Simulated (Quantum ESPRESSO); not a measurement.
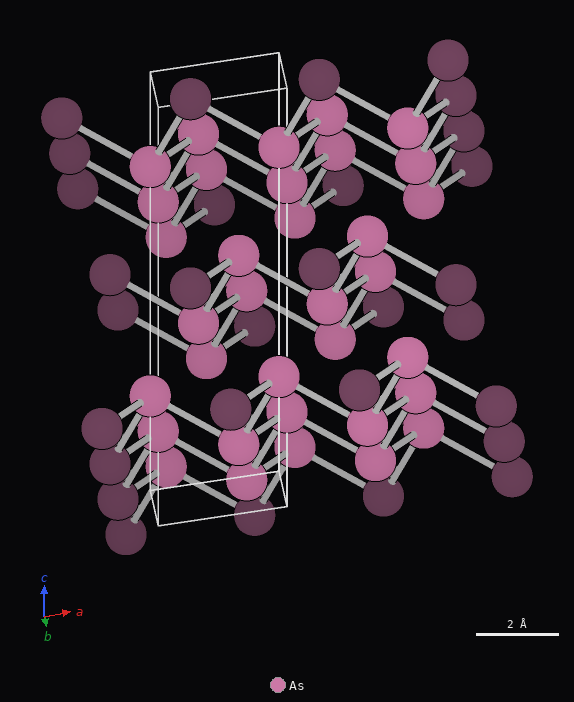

*The structure (ball-and-stick view of the cell 3 times as large as that of the calculation, set on its symmetry axes, repeated 2 × 2 × 1, seen at an oblique angle; neighbours outside the cell are drawn fainter). An atom can appear more than once, as a periodic image.*

Near neighbours in the periodic cell (some may lie outside the picture): As has 3 As at 2.51 Å.

**As: band-structure run (part 1 of 2)**

As (2 atoms in the cell), computed with Kohn-Sham DFT of a periodic cell, vdW-DF-cx, SG15 PBE 1.2, no spin polarisation (Quantum ESPRESSO 7.5).

The structure derives from an entry of the Crystallography Open Database.

**Input file**
```
&CONTROL
  calculation = 'scf'
  prefix = 'pwscf'
  outdir = './tmp'
  pseudo_dir = './pseudo'
  tprnfor = .true.
  tstress = .true.
  disk_io = 'low'
/
&SYSTEM
  ibrav = 0
  celldm(1) = 8
  nat = 2
  ntyp = 1
  ecutwfc = 70
  nbnd = 10
  input_dft = 'vdw-df-cx'
  occupations = 'smearing'
  smearing = 'fd'
  degauss = 0.00367493
/
&ELECTRONS
  conv_thr = 4d-10
  electron_maxstep = 120
  mixing_beta = 0.5
/
ATOMIC_SPECIES
As    74.9216 As_ONCV_PBE-1.2.upf
CELL_PARAMETERS alat
  0.4442738793236   0.2565016438083   0.8300768443201
 -0.4442738793236   0.2565016438083   0.8300768443201
  0.0000000000000  -0.5130032876402   0.8300768443201
ATOMIC_POSITIONS crystal
As     0.2260000000    0.2260000000    0.2260000000
As     0.7740000000    0.7740000000    0.7740000000
K_POINTS automatic
9 9 9 0 0 0
```

**File pp_density.in**
```
&INPUTPP
  prefix = 'pwscf'
  outdir = './tmp'
  filplot = 'density.dat'
  plot_num = 0
/
&PLOT
  nfile = 1
  filepp(1) = 'density.dat'
  iflag = 3
  output_format = 6
  fileout = 'density.cube'
/
```

**File pp_potential.in**
```
&INPUTPP
  prefix = 'pwscf'
  outdir = './tmp'
  filplot = 'potential.dat'
  plot_num = 11
/
&PLOT
  nfile = 1
  filepp(1) = 'potential.dat'
  iflag = 3
  output_format = 6
  fileout = 'potential.cube'
/
```

**File pp_elf.in**
```
&INPUTPP
  prefix = 'pwscf'
  outdir = './tmp'
  filplot = 'elf.dat'
  plot_num = 8
/
&PLOT
  nfile = 1
  filepp(1) = 'elf.dat'
  iflag = 3
  output_format = 6
  fileout = 'elf.cube'
/
```

**File bands.in**
```
&CONTROL
  calculation = 'bands'
  prefix = 'pwscf'
  outdir = './tmp'
  pseudo_dir = './pseudo'
  disk_io = 'low'
  verbosity = 'high'
/
&SYSTEM
  ibrav = 0
  celldm(1) = 8
  nat = 2
  ntyp = 1
  ecutwfc = 70
  nbnd = 10
  input_dft = 'vdw-df-cx'
  occupations = 'smearing'
  smearing = 'fd'
  degauss = 0.00367493
/
&ELECTRONS
  conv_thr = 1d-08
  electron_maxstep = 120
  mixing_beta = 0.5
  diago_full_acc = .true.
  startingwfc = 'random'
/
ATOMIC_SPECIES
As    74.9216 As_ONCV_PBE-1.2.upf
CELL_PARAMETERS alat
  0.4442738793236   0.2565016438083   0.8300768443201
 -0.4442738793236   0.2565016438083   0.8300768443201
  0.0000000000000  -0.5130032876402   0.8300768443201
ATOMIC_POSITIONS crystal
As     0.2260000000    0.2260000000    0.2260000000
As     0.7740000000    0.7740000000    0.7740000000
K_POINTS crystal
60
 0.0000000000  0.0000000000  0.0000000000 1
 0.0625000000  0.0000000000  0.0000000000 1
 0.1250000000  0.0000000000  0.0000000000 1
 0.1875000000  0.0000000000  0.0000000000 1
 0.2500000000  0.0000000000  0.0000000000 1
 0.3125000000  0.0000000000  0.0000000000 1
 0.3750000000  0.0000000000  0.0000000000 1
 0.4375000000  0.0000000000  0.0000000000 1
 0.5000000000  0.0000000000  0.0000000000 1
 0.5000000000  0.0383874312 -0.0383874312 1
 0.5000000000  0.0767748624 -0.0767748624 1
 0.5000000000  0.1151622936 -0.1151622936 1
 0.5000000000  0.1535497248 -0.1535497248 1
 0.5000000000  0.1919371561 -0.1919371561 1
 0.5000000000  0.2303245873 -0.2303245873 1
 0.7696754127  0.5000000000  0.2303245873 1
 0.7311503538  0.5000000000  0.2688496462 1
 0.6926252948  0.5000000000  0.3073747052 1
 0.6541002358  0.5000000000  0.3458997642 1
 0.6155751769  0.5000000000  0.3844248231 1
 0.5770501179  0.5000000000  0.4229498821 1
 0.5385250590  0.5000000000  0.4614749410 1
 0.5000000000  0.5000000000  0.5000000000 1
 0.4285714286  0.4285714286  0.4285714286 1
 0.3571428571  0.3571428571  0.3571428571 1
 0.2857142857  0.2857142857  0.2857142857 1
 0.2142857143  0.2142857143  0.2142857143 1
 0.1428571429  0.1428571429  0.1428571429 1
 0.0714285714  0.0714285714  0.0714285714 1
 0.0000000000  0.0000000000  0.0000000000 1
 0.0365162294  0.0000000000 -0.0365162294 1
 0.0730324587  0.0000000000 -0.0730324587 1
 0.1095486881  0.0000000000 -0.1095486881 1
 0.1460649175  0.0000000000 -0.1460649175 1
 0.1825811468  0.0000000000 -0.1825811468 1
 0.2190973762  0.0000000000 -0.2190973762 1
 0.2556136055  0.0000000000 -0.2556136055 1
 0.2921298349  0.0000000000 -0.2921298349 1
 0.3286460643  0.0000000000 -0.3286460643 1
 0.3651622936  0.0000000000 -0.3651622936 1
 0.6348377064  0.3651622936  0.0000000000 1
 0.5898918042  0.4101081958  0.0000000000 1
 0.5449459021  0.4550540979  0.0000000000 1
 0.5000000000  0.5000000000  0.0000000000 1
 0.5674188532  0.5674188532  0.1151622936 1
 0.6348377064  0.6348377064  0.2303245873 1
 0.6155751769  0.6155751769  0.2688496462 1
 0.5963126474  0.5963126474  0.3073747052 1
 0.5770501179  0.5770501179  0.3458997642 1
 0.5577875884  0.5577875884  0.3844248231 1
 0.5385250590  0.5385250590  0.4229498821 1
 0.5192625295  0.5192625295  0.4614749410 1
 0.5000000000  0.5000000000  0.5000000000 1
 0.5000000000  0.0000000000  0.0000000000 1
 0.5449459021  0.0608603823  0.0608603823 1
 0.5898918042  0.1217207645  0.1217207645 1
 0.6348377064  0.1825811468  0.1825811468 1
 0.6797836085  0.2434415291  0.2434415291 1
 0.7247295106  0.3043019114  0.3043019114 1
 0.7696754127  0.3651622936  0.3651622936 1
```

Run on 1 thread of Arm Neoverse V1, 24 GiB of memory available, shared host.

Launched with:
```bash
OMP_NUM_THREADS=1 pw.x -in pw.in > pw.out
OMP_NUM_THREADS=1 pp.x -in pp_density.in > pp_density.out
OMP_NUM_THREADS=1 pp.x -in pp_potential.in > pp_potential.out
OMP_NUM_THREADS=1 pp.x -in pp_elf.in > pp_elf.out
OMP_NUM_THREADS=1 pw.x -in bands.in > bands.out
```

**Log**
```
This program is part of the open-source Quantum ESPRESSO suite
     for quantum simulation of materials; please cite
         "P. Giannozzi et al., J. Phys.:Condens. Matter 21 395502 (2009);
         "P. Giannozzi et al., J. Phys.:Condens. Matter 29 465901 (2017);
         "P. Giannozzi et al., J. Chem. Phys. 152 154105 (2020);
          URL
     in publications or presentations arising from this work. More details at

     IMPORTANT: XC functional enforced from input :
     Exchange-correlation= VDW-DF-CX
                           (   1   4  27   0   1   0   0)
     Any further DFT definition will be discarded
     Please, verify this is what you really want

     Message from routine setup:
     using ibrav=0 with symmetry is DISCOURAGED, use correct ibrav instead

     G-vector sticks info
     --------------------
     sticks:   dense  smooth     PW     G-vecs:    dense   smooth      PW
     Sum        1087    1087    343                22937    22937    3961

     Using Slab Decomposition

     bravais-lattice index     =            0
     lattice parameter (alat)  =       8.0000  a.u.
     unit-cell volume          =     290.5899 (a.u.)^3
     number of atoms/cell      =            2
     number of atomic types    =            1
     number of electrons       =        10.00
     number of Kohn-Sham states=           10
     kinetic-energy cutoff     =      70.0000  Ry
     charge density cutoff     =     280.0000  Ry
     scf convergence threshold =      4.0E-10
     mixing beta               =       0.5000
     number of iterations used =            8  plain     mixing
     Exchange-correlation= VDW-DF-CX
                           (   1   4  27   0   1   0   0)

     celldm(1)=   8.000000  celldm(2)=   0.000000  celldm(3)=   0.000000
     celldm(4)=   0.000000  celldm(5)=   0.000000  celldm(6)=   0.000000

     crystal axes: (cart. coord. in units of alat)
               a(1) = (   0.444274   0.256502   0.830077 )
               a(2) = (  -0.444274   0.256502   0.830077 )
               a(3) = (   0.000000  -0.513003   0.830077 )

     reciprocal axes: (cart. coord. in units 2 pi/alat)
               b(1) = (  1.125432  0.649768  0.401569 )
               b(2) = ( -1.125432  0.649768  0.401569 )
               b(3) = (  0.000000 -1.299537  0.401569 )

     PseudoPot. # 1 for As read from file:
     As_ONCV_PBE-1.2.upf
     Pseudo is Norm-conserving, Zval =  5.0
     Generated using ONCVPSP code by D. R. Hamann
     Using radial grid of  602 points,  6 beta functions with:
                l(1) =   0
                l(2) =   0
                l(3) =   1
                l(4) =   1
                l(5) =   2
                l(6) =   2

     atomic species   valence    mass     pseudopotential
     As                5.00    74.92160     As( 1.00)

     12 Sym. Ops., with inversion, found

   Cartesian axes

     site n.     atom                  positions (alat units)
         1        As     tau(   1) = (  -0.0000000  -0.0000000   0.5627921  )
         2        As     tau(   2) = (  -0.0000000  -0.0000000   1.9274384  )

     number of k points=    85  Fermi-Dirac smearing, width (Ry)=  0.0037
                       cart. coord. in units 2pi/alat
        k(    1) = (   0.0000000   0.0000000   0.0000000), wk =   0.0027435
        k(    2) = (   0.0000000  -0.1443930   0.0446188), wk =   0.0164609
        k(    3) = (   0.0000000  -0.2887860   0.0892376), wk =   0.0164609
        k(    4) = (   0.0000000  -0.4331789   0.1338564), wk =   0.0164609
        k(    5) = (   0.0000000  -0.5775719   0.1784752), wk =   0.0164609
        k(    6) = (  -0.1250480  -0.0721965   0.0892376), wk =   0.0164609
        k(    7) = (  -0.1250480  -0.2165895   0.1338564), wk =   0.0329218
        k(    8) = (  -0.1250480  -0.3609825   0.1784752), wk =   0.0329218
        k(    9) = (  -0.1250480  -0.5053754   0.2230940), wk =   0.0329218
        k(   10) = (  -0.1250480   0.6497684  -0.1338564), wk =   0.0329218
        k(   11) = (  -0.1250480   0.5053754  -0.0892376), wk =   0.0329218
        k(   12) = (  -0.1250480   0.3609825  -0.0446188), wk =   0.0329218
        k(   13) = (  -0.1250480   0.2165895   0.0000000), wk =   0.0164609
        k(   14) = (  -0.2500960  -0.1443930   0.1784752), wk =   0.0164609
        k(   15) = (  -0.2500960  -0.2887860   0.2230940), wk =   0.0329218
        k(   16) = (  -0.2500960  -0.4331789   0.2677128), wk =   0.0329218
        k(   17) = (  -0.2500960   0.7219649  -0.0892376), wk =   0.0329218
        k(   18) = (  -0.2500960   0.5775719  -0.0446188), wk =   0.0329218
        k(   19) = (  -0.2500960   0.4331789   0.0000000), wk =   0.0164609
        k(   20) = (  -0.3751440  -0.2165895   0.2677128), wk =   0.0164609
        k(   21) = (  -0.3751440  -0.3609825   0.3123316), wk =   0.0329218
        k(   22) = (  -0.3751440   0.7941614  -0.0446188), wk =   0.0329218
        k(   23) = (  -0.3751440   0.6497684   0.0000000), wk =   0.0164609
        k(   24) = (  -0.5001920  -0.2887860   0.3569504), wk =   0.0164609
        k(   25) = (  -0.5001920   0.8663579   0.0000000), wk =   0.0164609
        k(   26) = (   0.0000000  -0.0000000   0.1338564), wk =   0.0054870
        k(   27) = (   0.0000000  -0.1443930   0.1784752), wk =   0.0164609
        k(   28) = (   0.0000000  -0.2887860   0.2230940), wk =   0.0164609
        k(   29) = (   0.0000000  -0.4331789   0.2677128), wk =   0.0164609
        k(   30) = (   0.0000000   0.7219649  -0.0892376), wk =   0.0164609
        k(   31) = (   0.0000000   0.5775719  -0.0446188), wk =   0.0164609
        k(   32) = (   0.0000000   0.4331789   0.0000000), wk =   0.0164609
        k(   33) = (   0.0000000   0.2887860   0.0446188), wk =   0.0164609
        k(   34) = (  -0.1250480  -0.0721965   0.2230940), wk =   0.0164609
        k(   35) = (  -0.1250480  -0.2165895   0.2677128), wk =   0.0329218
        k(   36) = (  -0.1250480  -0.3609825   0.3123316), wk =   0.0329218
        k(   37) = (  -0.1250480   0.7941614  -0.0446188), wk =   0.0329218
        k(   38) = (  -0.1250480   0.6497684   0.0000000), wk =   0.0329218
        k(   39) = (  -0.1250480   0.5053754   0.0446188), wk =   0.0329218
        k(   40) = (  -0.1250480   0.3609825   0.0892376), wk =   0.0329218
        k(   41) = (  -0.2500960  -0.1443930   0.3123316), wk =   0.0164609
        k(   42) = (  -0.2500960  -0.2887860   0.3569504), wk =   0.0329218
        k(   43) = (  -0.2500960   0.8663579   0.0000000), wk =   0.0329218
        k(   44) = (  -0.2500960   0.7219649   0.0446188), wk =   0.0329218
        k(   45) = (  -0.2500960   0.5775719   0.0892376), wk =   0.0329218
        k(   46) = (  -0.2500960   0.4331789   0.1338564), wk =   0.0329218
        k(   47) = (  -0.3751440  -0.2165895   0.4015692), wk =   0.0164609
        k(   48) = (  -0.3751440   0.9385544   0.0446188), wk =   0.0329218
        k(   49) = (  -0.3751440   0.7941614   0.0892376), wk =   0.0329218
        k(   50) = (  -0.3751440   0.6497684   0.1338564), wk =   0.0329218
        k(   51) = (  -0.3751440   0.5053754   0.1784752), wk =   0.0329218
        k(   52) = (   0.6252399   0.3609825  -0.3123316), wk =   0.0164609
        k(   53) = (   0.6252399   0.2165895  -0.2677128), wk =   0.0329218
        k(   54) = (   0.6252399   0.0721965  -0.2230940), wk =   0.0329218
        k(   55) = (   0.5001920   0.2887860  -0.2230940), wk =   0.0164609
        k(   56) = (   0.5001920   0.1443930  -0.1784752), wk =   0.0329218
        k(   57) = (   0.3751440   0.2165895  -0.1338564), wk =   0.0164609
        k(   58) = (   0.0000000  -0.0000000   0.2677128), wk =   0.0054870
        k(   59) = (   0.0000000  -0.1443930   0.3123316), wk =   0.0164609
        k(   60) = (   0.0000000  -0.2887860   0.3569504), wk =   0.0164609
        k(   61) = (   0.0000000   0.8663579   0.0000000), wk =   0.0164609
        k(   62) = (   0.0000000   0.7219649   0.0446188), wk =   0.0164609
        k(   63) = (   0.0000000   0.5775719   0.0892376), wk =   0.0164609
        k(   64) = (  -0.1250480  -0.0721965   0.3569504), wk =   0.0164609
        k(   65) = (  -0.1250480  -0.2165895   0.4015692), wk =   0.0329218
        k(   66) = (  -0.1250480   0.9385544   0.0446188), wk =   0.0329218
        k(   67) = (  -0.1250480   0.7941614   0.0892376), wk =   0.0329218
        k(   68) = (  -0.1250480   0.6497684   0.1338564), wk =   0.0329218
        k(   69) = (  -0.2500960  -0.1443930   0.4461881), wk =   0.0164609
        k(   70) = (  -0.2500960   1.0107509   0.0892376), wk =   0.0329218
        k(   71) = (  -0.2500960   0.8663579   0.1338564), wk =   0.0329218
        k(   72) = (  -0.2500960   0.7219649   0.1784752), wk =   0.0329218
        k(   73) = (   0.7502879   0.4331789  -0.2677128), wk =   0.0164609
        k(   74) = (   0.7502879   0.2887860  -0.2230940), wk =   0.0329218
        k(   75) = (   0.6252399   0.3609825  -0.1784752), wk =   0.0164609
        k(   76) = (  -0.0000000   0.0000000   0.4015692), wk =   0.0054870
        k(   77) = (  -0.0000000  -0.1443930   0.4461881), wk =   0.0164609
        k(   78) = (  -0.0000000   1.0107509   0.0892376), wk =   0.0164609
        k(   79) = (  -0.0000000   0.8663579   0.1338564), wk =   0.0164609
        k(   80) = (  -0.1250480  -0.0721965   0.4908069), wk =   0.0164609
        k(   81) = (  -0.1250480   1.0829474   0.1338564), wk =   0.0329218
        k(   82) = (  -0.1250480   0.9385544   0.1784752), wk =   0.0329218
        k(   83) = (   0.8753359   0.5053754  -0.2230940), wk =   0.0164609
        k(   84) = (   0.0000000  -0.0000000   0.5354257), wk =   0.0054870
        k(   85) = (   0.0000000   1.1551438   0.1784752), wk =   0.0164609

     Dense  grid:    22937 G-vectors     FFT dimensions: (  45,  45,  45)

     Initial potential from superposition of free atoms

     starting charge       9.9361, renormalised to      10.0000

     %%%%%%%%%%%%%%%%%%%%%%%%%%%%%%%%%%%%%%%%%%%%%%%%%%%%%%%%%%%%%%%%%%%%%%%%
     %                                                                      %
     % You are using vdW-DF, which was implemented by the Thonhauser group. %
     % Please cite the following two papers that made this development      %
     % possible and the two reviews that describe the various versions:     %
     %                                                                      %
     %   T. Thonhauser et al., PRL 115, 136402 (2015).                      %
     %   T. Thonhauser et al., PRB 76, 125112 (2007).                       %
     %   K. Berland et al., Rep. Prog. Phys. 78, 066501 (2015).             %
     %   D.C. Langreth et al., J. Phys.: Condens. Matter 21, 084203 (2009). %
     %                                                                      %
     % If you are calculating stress with vdW-DF, please also cite:         %
     %                                                                      %
     %   R. Sabatini et al., J. Phys.: Condens. Matter 24, 424209 (2012).   %
     %                                                                      %
     %%%%%%%%%%%%%%%%%%%%%%%%%%%%%%%%%%%%%%%%%%%%%%%%%%%%%%%%%%%%%%%%%%%%%%%%

     %%%%%%%%%%%%%%%%%%%%%%%%%%%%%%%%%%%%%%%%%%%%%%%%%%%%%%%%%%%%%%%%%%%%%%%%
     %                                                                      %
     %  vdW-DF NEWS:                                                        %
     %                                                                      %
     %  * vdW-DF3 is now available. DOI: 10.1021/acs.jctc.0c00471           %
     %    use with input_dft = 'vdW-DF3-opt1' or 'vdW-DF3-opt2'             %
     %                                                                      %
     %  * Unscreened and range-separated hybrid vdW-DF-cx functionals       %
     %    DOI: 10.1063/1.4986522 and 10.1088/1361-648X/ac2ad2               %
     %    use with input_dft = 'vdW-DF-cx0'    and 'vdW-DF-ahcx'            %
     %  * Unscreened and range-separated hybrid vdW-DF2-b86r functionals    %
     %    DOI: 10.1063/1.4986522 and DOI: 10.1103/PhysRevX.12.041003        %
     %    use with input_dft = 'vdW-DF2-br0' and 'vdW-DF2-ahbr'             %
     %                                                                      %
     %%%%%%%%%%%%%%%%%%%%%%%%%%%%%%%%%%%%%%%%%%%%%%%%%%%%%%%%%%%%%%%%%%%%%%%%

     Starting wfcs are random

     Self-consistent Calculation

     iteration #  1     ecut=    70.00 Ry     beta= 0.50
     Davidson diagonalization with overlap
     ethr =  1.00E-02,  avg # of iterations =  7.5

     Threshold (ethr) on eigenvalues was too large:
     Diagonalizing with lowered threshold

     Davidson diagonalization with overlap
     ethr =  1.12E-04,  avg # of iterations =  4.0

     total energy              =     -25.37440937 Ry
     estimated scf accuracy    <       0.01127943 Ry

     iteration #  2     ecut=    70.00 Ry     beta= 0.50
     Davidson diagonalization with overlap
     ethr =  1.13E-04,  avg # of iterations =  1.0

     total energy              =     -25.37443458 Ry
     estimated scf accuracy    <       0.00262610 Ry

     iteration #  3     ecut=    70.00 Ry     beta= 0.50
     Davidson diagonalization with overlap
     ethr =  2.63E-05,  avg # of iterations =  1.4

     total energy              =     -25.37446418 Ry
     estimated scf accuracy    <       0.00000934 Ry

     iteration #  4     ecut=    70.00 Ry     beta= 0.50
     Davidson diagonalization with overlap
     ethr =  9.34E-08,  avg # of iterations =  4.5

     total energy              =     -25.37446524 Ry
     estimated scf accuracy    <       0.00000042 Ry

     iteration #  5     ecut=    70.00 Ry     beta= 0.50
     Davidson diagonalization with overlap
     ethr =  4.17E-09,  avg # of iterations =  2.0

     total energy              =     -25.37446533 Ry
     estimated scf accuracy    <       0.00000001 Ry

     iteration #  6     ecut=    70.00 Ry     beta= 0.50
     Davidson diagonalization with overlap
     ethr =  1.08E-10,  avg # of iterations =  2.0

     total energy              =     -25.37446533 Ry
     estimated scf accuracy    <          2.7E-09 Ry

     iteration #  7     ecut=    70.00 Ry     beta= 0.50
     Davidson diagonalization with overlap
     ethr =  2.72E-11,  avg # of iterations =  1.7

     End of self-consistent calculation

          k = 0.0000 0.0000 0.0000 (  2909 PWs)   bands (ev):

    -7.4713   1.7751   5.0814   5.5322   5.5322   9.1607  10.4508  10.4508
    14.4654  14.4654

          k = 0.0000-0.1444 0.0446 (  2893 PWs)   bands (ev):

    -7.3060   1.2072   5.0824   5.4056   5.5093   9.4369  10.1582  10.3358
    13.5169  14.2620

          k = 0.0000-0.2888 0.0892 (  2889 PWs)   bands (ev):

    -6.8154  -0.1392   4.8136   5.1269   5.9343   8.9490   9.7322   9.8903
    13.4529  14.0981

          k = 0.0000-0.4332 0.1339 (  2883 PWs)   bands (ev):
```
